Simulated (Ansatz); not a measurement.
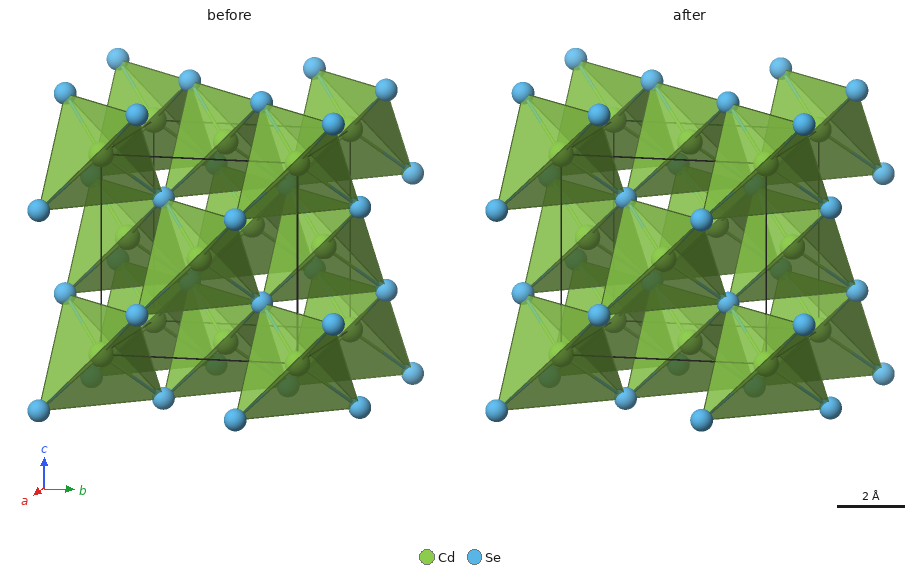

Left: crystalline CdSe (built on the database structure type) at its r2SCAN-relaxed geometry. Right: the same structure after one change, at the same scale. A polyhedral model of the conventional cell (4 times the calculation's cell), seen slightly off an axis. Lengths and directions refer to the drawn axes.

These are results of DFT, r2SCAN, plane waves, PAW (Ansatz), not measurements. Set-up: plane-wave cutoff 500 eV; k-point mesh 8 × 8 × 8; occupations fixed; no spin polarisation.

Q: What was changed?

A: The cell is strained by +4.4 % along b and none across it (volume +4.4 %). The atoms were relaxed with r2SCAN under that strain, and this is a single point on that geometry.

Q: How do the computed properties respond?

A: Some distances before and after: Cd–Se 2.657 → 2.696 Å. The space group (tolerance 0.01 Å) goes from F-43m (No. 216) to I-4m2 (No. 119). Energy change: +10.9 meV per atom. The pressure goes from −0.1 to −2.1 GPa. The principal stresses (compression positive) are −2.7 GPa along b and −1.8 GPa across it. All forces vanish by symmetry.
